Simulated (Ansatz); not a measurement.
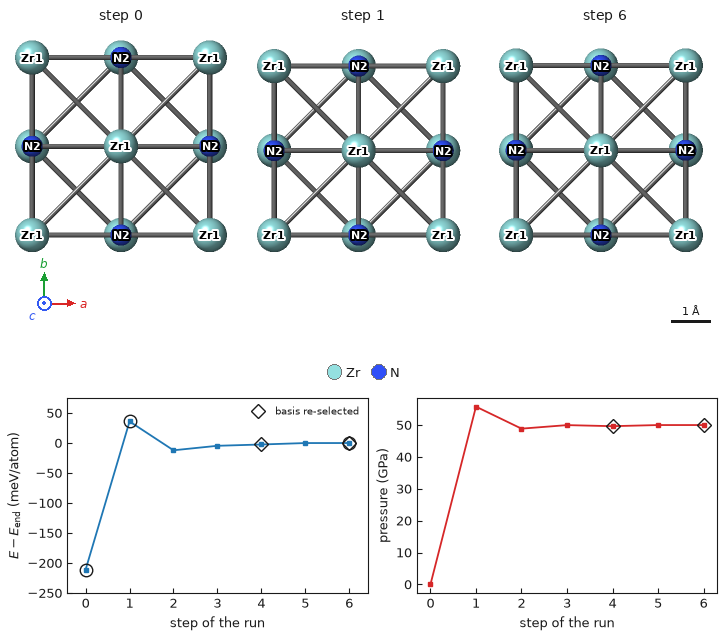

Frames of a relaxation of crystalline ZrN (set up in Fm-3m), marked on the history of the run. The picture is a ball-and-stick view of the conventional cell (4 times the calculation's cell), seen along the c axis. Lengths and directions refer to the drawn axes.

Case: relaxed at 50 GPa.

All numbers below come from Ansatz 0.2.0, DFT PBEsol, scalar-relativistic, plane waves, PAW. Set-up: plane-wave cutoff 420 eV; k-point mesh 16 × 16 × 16; occupations fermi dirac; smearing width 0.15 eV; target pressure 50 GPa; no spin polarisation; cell and atoms relaxed; force threshold 0.001 eV/Å; at most 60 steps.

> What happens along the run?

Over 4 accepted moves (6 points after the start) the energy rises by 211 meV per atom. With the target pressure of 50 GPa, the enthalpy E + pV changes by −265 meV per atom. All forces vanish by symmetry, so only the cell relaxes. The pressure goes from 0.00 to 50.00 GPa. At 2 points the geometry stayed and the basis and grid were re-selected for the new cell (energy shift of 2.2 meV per atom at most each time). The atoms keep their places relative to the cell (all moves are under 0.005 Å). The drawn cell changes as follows: a = b = c 4.553 → 4.348 Å (−4.5 %); the volume changes by −12.9 %. Some distances before and after: Zr1–Zr1 3.220 → 3.074 Å, Zr1–N2 2.277 → 2.174 Å. The space group stays Fm-3m (No. 225). From step 0 to 1: volume −13.9 %, energy +247 meV per atom. From step 1 to 6: volume +1.1 %, energy −36.0 meV per atom.
